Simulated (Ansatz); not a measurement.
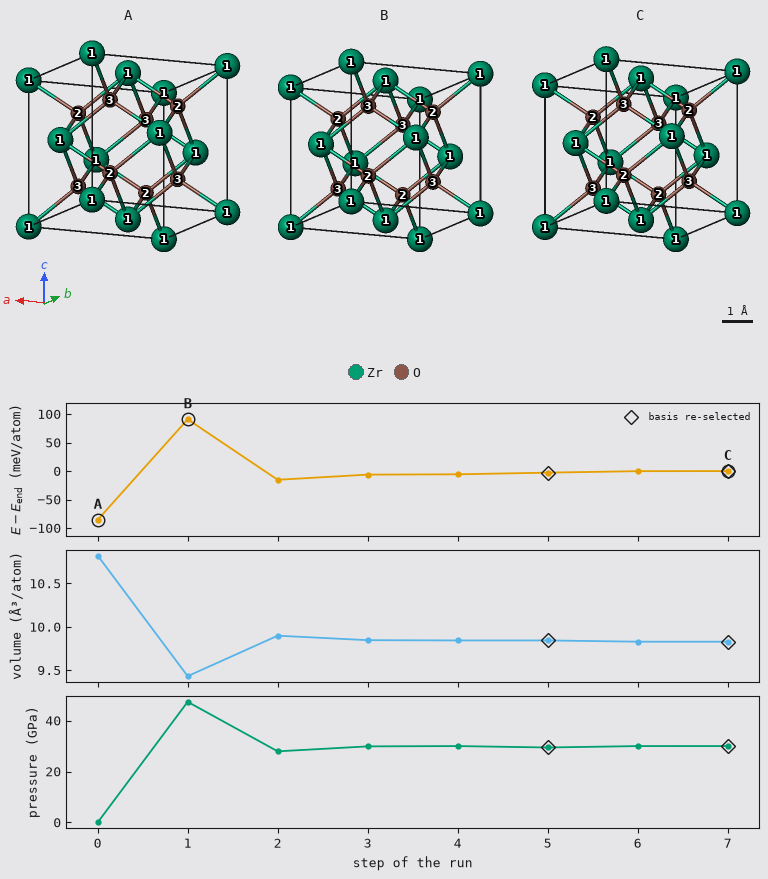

Frames of a relaxation of crystalline ZrO2 (set up in Fm-3m), marked on the history of the run. The picture is a ball-and-stick view of the conventional cell (4 times the calculation's cell), seen from a free direction. Lengths and directions refer to the drawn axes.

Case: relaxed at 30 GPa.

These are results of DFT PBEsol, scalar-relativistic, plane waves, PAW in Ansatz, not measurements. Settings: plane-wave cutoff 420 eV; k-point mesh 8 × 8 × 8; occupations fixed; target pressure 30 GPa; no spin polarisation; cell and atoms relaxed; force threshold 0.001 eV/Å; at most 60 steps.

> Describe the path.

No atom moves by more than 0.005 Å relative to the cell. Cell: a = b = c 5.064 → 4.904 Å (−3.2 %). Volume −9.2 %. Some distances before and after: Zr1–Zr1 3.581 → 3.468 Å, Zr1–O2 2.193 → 2.124 Å. The space group stays Fm-3m (No. 225). Over 5 accepted moves (7 points after the start) the energy rises by 85.5 meV per atom. With the target pressure of 30 GPa, the enthalpy E + pV changes by −100 meV per atom. All forces vanish by symmetry, so only the cell relaxes. The pressure goes from 0.00 to 29.99 GPa. At 2 points the geometry stayed and the basis and grid were re-selected for the new cell (energy shift of 2.9 meV per atom at most each time). The run took 15 s on 1 thread of Arm Neoverse N1 (shared host), peak memory 0.29 GiB. From step 0 to 1: volume −12.8 %, energy +176 meV per atom. From step 1 to 7: volume +4.2 %, energy −90.9 meV per atom.

```
step  E − E(0), meV/atom  pressure, GPa  volume, Å³/atom                      note
   0                0.00           0.00           10.822                          
   1              176.37          47.38            9.432                          
   2               70.27          27.94            9.899                          
   3               79.32          29.88            9.847                          
   4               79.89          30.00            9.844                          
   5               82.79          29.44            9.844  same geometry, new basis
   6               85.40          30.00            9.829                          
   7               85.51          29.99            9.829  same geometry, new basis
```
